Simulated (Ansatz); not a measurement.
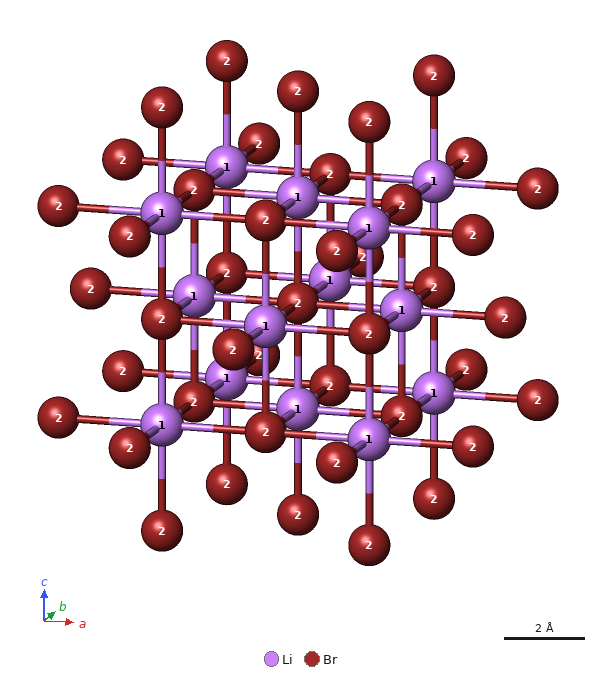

Reference structure: a symmetric starting cell of LiBr. The picture is a ball-and-stick view of the conventional cell (4 times the calculation's cell), seen slightly off an axis. Lengths and directions refer to the drawn axes.

Theory: Ansatz 0.2.0, DFT PBEsol, scalar-relativistic, plane waves, PAW. Set-up: plane-wave cutoff 420 eV; k-point mesh 8 × 8 × 8; occupations gaussian; smearing width 0.02 eV; no spin polarisation.

Change: All lengths are scaled by +1.4 % (volume +4.3 %), the atoms keeping their fractional coordinates. No relaxation follows. The starting cell wasn't computed here and needn't be at equilibrium, so pressure and forces aren't due to the change alone.

Input
```yaml
crystal:
  lattice:
    - [0.0, 2.782950445, 2.782950445]
    - [2.782950445, 0.0, 2.782950445]
    - [2.782950445, 2.782950445, 0.0]
  atoms:
    - { symbol: Li, position: [0.0, 0.0, 0.0] }
    - { symbol: Br, position: [0.5, 0.5, 0.5] }
basis:
  ecutwfc: 420
kpoints:
  mp_grid: { grid: [8, 8, 8] }
hamiltonian:
  xc: pbesol
scf:
  occupations: { method: gaussian, width: 0.02 }
output:
  forces: true
  stress: true
  eigenvalues: true
```

Command:
```bash
ansatz run input.yaml --threads 1 --pin off --max-ram 1331MiB --backend cpu --events-out ev --progress --plain --runs-dir out
```

Question: Predict the response.

Answer: The pressure is −2.0 GPa (not all of it need come from the change, since the unchanged cell can be under pressure at this level too). All forces vanish by symmetry. Some distances before and after: Br–Li 2.744 → 2.783 Å. The space group stays Fm-3m (No. 225).

Drawn alike, the variant:

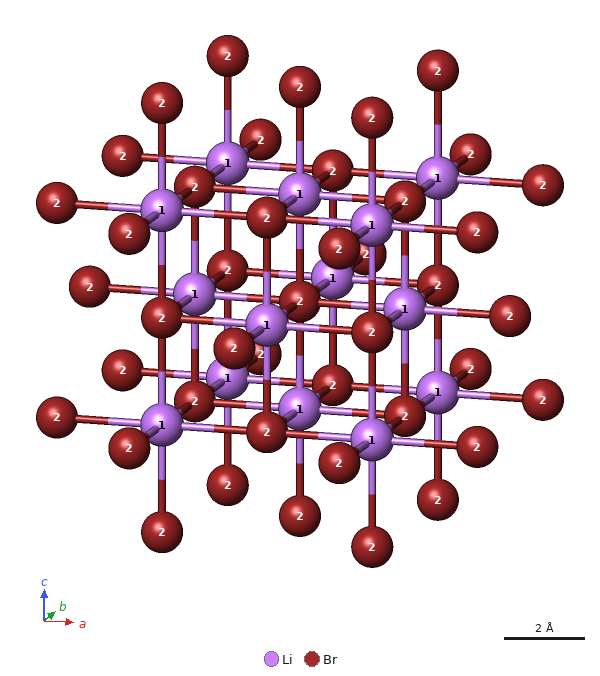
